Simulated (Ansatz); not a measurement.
Consider SiO.

```
Si O
1.0
     2.66801    0.00000    0.00000
    -1.33401    2.31057    0.00000
     0.00000    0.00000    3.09203
Si O
1 1
Direct
  0.66667 0.33333 0.00000
  0.00000 0.00000 0.50000
```

Space group P-6m2.

Theory: DFT PBEsol, scalar-relativistic, plane waves, PAW (Ansatz 0.2.0).

> Predict the valence pseudo-density and electron localisation function between the atoms.

Si–O (2.18 Å): ρ at the midpoint is about 0.41 e/Å³; the ELF peaks at about 0.80 in the valence shell of O, 0.6 Å from its nucleus, and drops to about 0.45 between the two atoms.

> Does the calculation give a band gap?

It is metallic or semimetallic at this level of theory: no gap opens.

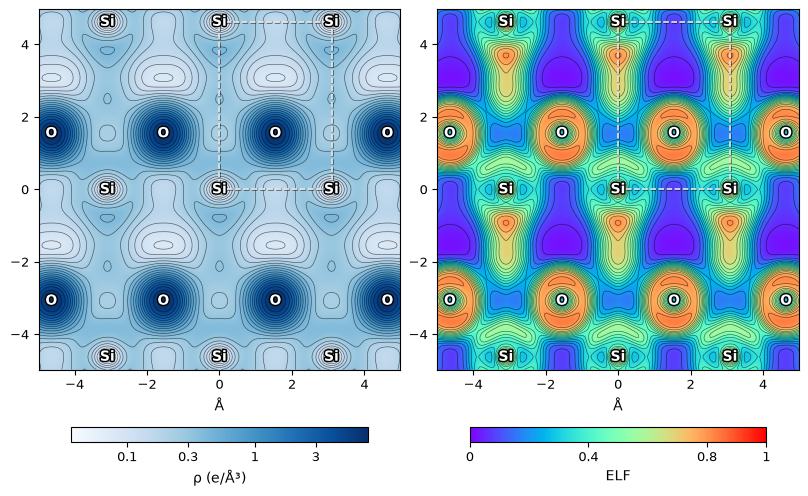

Computed valence pseudo-density and electron localisation function on the (110) plane of the conventional cell, in this order. 

The density is the valence pseudo-density of a PAW calculation; it isn't the true density close to the nuclei.
